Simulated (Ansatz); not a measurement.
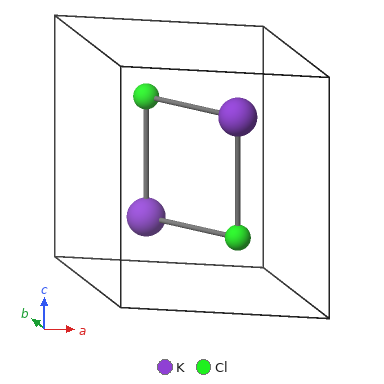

System: KCl, space group P6_3/mmc (No. 194) (cell built by us, not taken from a database). The picture shows the cell.

Starting cell:
```xyz
4
Lattice="5.2996 0.0000 0.0000 -2.6498 4.5896 0.0000 0.0000 0.0000 6.1883" Properties=species:S:1:pos:R:3 pbc="T T T"
K     0.0000    3.0597    1.5471
K     2.6498    1.5299    4.6412
Cl    2.6498    1.5299    1.5471
Cl    0.0000    3.0597    4.6412
```

Computed with Ansatz 0.2.0: Born effective charges by linear response at the zone centre, in units of the proton charge, Cartesian axes of the given cell; DFT, PBEsol, plane waves, PAW. Level: PBEsol, no spin polarisation.

| setting | value |
| --- | --- |
| periodic directions | 3 |
| potentials | PAW |
| wave cutoff | 420 eV |
| k mesh | 6×6×4 |

Describe the result: the mean Born effective charge of each atom. The cases: K 1; K 2; Cl 1; Cl 2.

All are equal in size, 1.07 e, and the charges add up to 0.00 e. The diagonal components of each atom differ by at most 0.13 e. The Born charge xx, in e, is 1.021 for K 1, 1.021 for K 2, −1.021 for Cl 1 and −1.021 for Cl 2. The Born charge zz, in e, is 1.154 for K 1, 1.154 for K 2, −1.154 for Cl 1 and −1.154 for Cl 2.

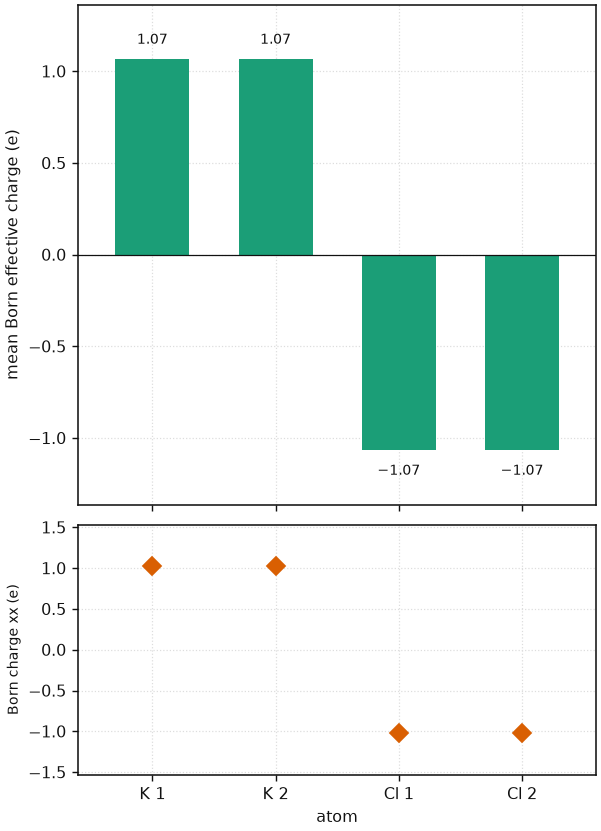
